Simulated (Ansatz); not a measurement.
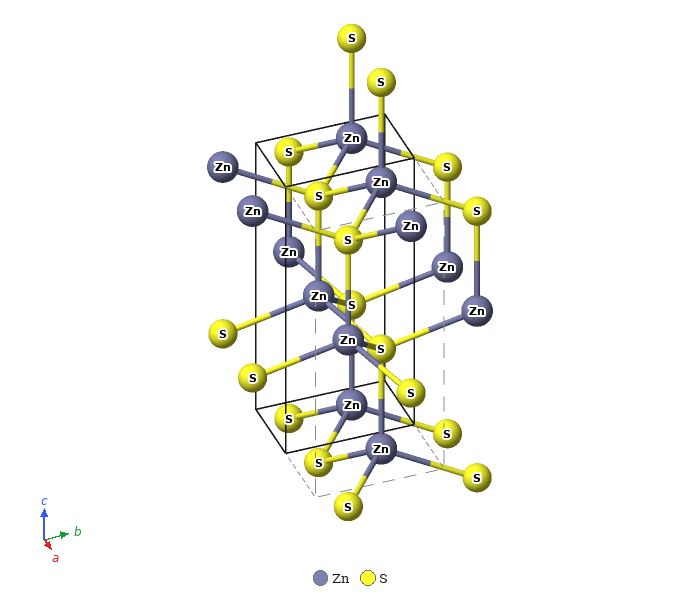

ZnS (space group P6_3mc, No. 186): the end point of a relaxation with DFT PBEsol, scalar-relativistic, plane waves, PAW (Ansatz 0.2.0).

Bonds are taken as S–Zn below 2.6 Å. The graph is simplified in the usual way: terminal and isolated atoms are pruned, two-connected atoms become edges.

### What kind of net remains, and which atoms are its nodes?

A uninodal 4-connected, three-periodic net: Zn and S are 4-connected nodes.

### Name the underlying net.

It is the lon net, known from lonsdaleite, wurtzite and tridymite.

### Is the net interpenetrated?

It is a single net, without interpenetration.

### Give the point symbol of each node (shortest cycle at each angle).

Zn and S: 6⁶.

The simplified net, drawn on the atoms' positions. Nodes are coloured by element. Short stubs are edges that leave the cut-out.

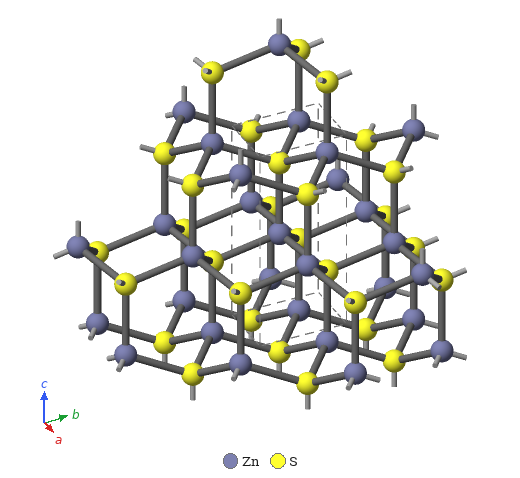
